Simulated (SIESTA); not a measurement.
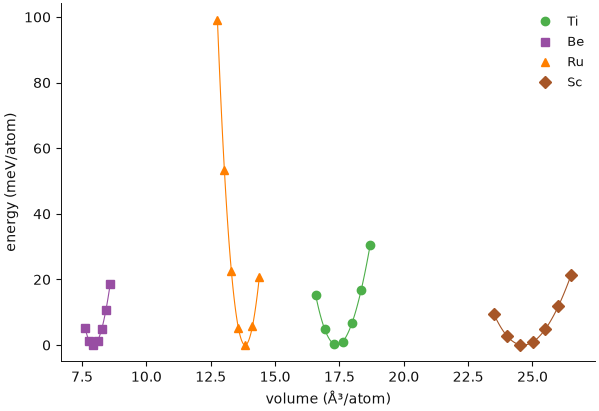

Plotted: energy against volume, with one curve for each element, for Be, Ru, Sc and Ti (all in space group P6_3/mmc (No. 194)).

Calculation (SIESTA 5.4.2): DFT in numerical atomic orbitals with pseudopotentials, no spin polarisation; energies at scaled volumes of the given cell, shape and fractions fixed, counted from the fit's minimum, third-order Birch-Murnaghan fit. Level: PBE.

occupations Fermi–Dirac; smearing width 0.05 eV.

Settings that differ: Ti: k mesh 10×10×6, potentials PseudoDojo-0.4-standard, converted-to-PSML; Be: k mesh 13×13×8, potentials PseudoDojo-0.4-standard,-converted-to PSML,-two-zetas-on-semicore-shells; Ru: k mesh 11×11×6, potentials PseudoDojo-0.4-standard,-converted-to PSML,-two-zetas-on-semicore-shells; Sc: k mesh 9×9×5, potentials PseudoDojo-0.4-standard,-converted-to PSML,-two-zetas-on-semicore-shells.

> Order the curves by fitted equilibrium volume, smallest first.

Be 7.938, Ru 13.836, Ti 17.401, Sc 24.634 Å³/atom.

> Order the curves by fitted bulk modulus, smallest first.

Sc 54.2, Ti 115.0, Be 123.7, Ru 324.7 GPa.

Note: basis without polarisation orbitals (Ru); mulliken charges of long orbitals (Ti, Be, Sc); short basis over semicore shells (Be); shape and atomic fractions are frozen while scaling, which makes layered, chain and framework solids too stiff.
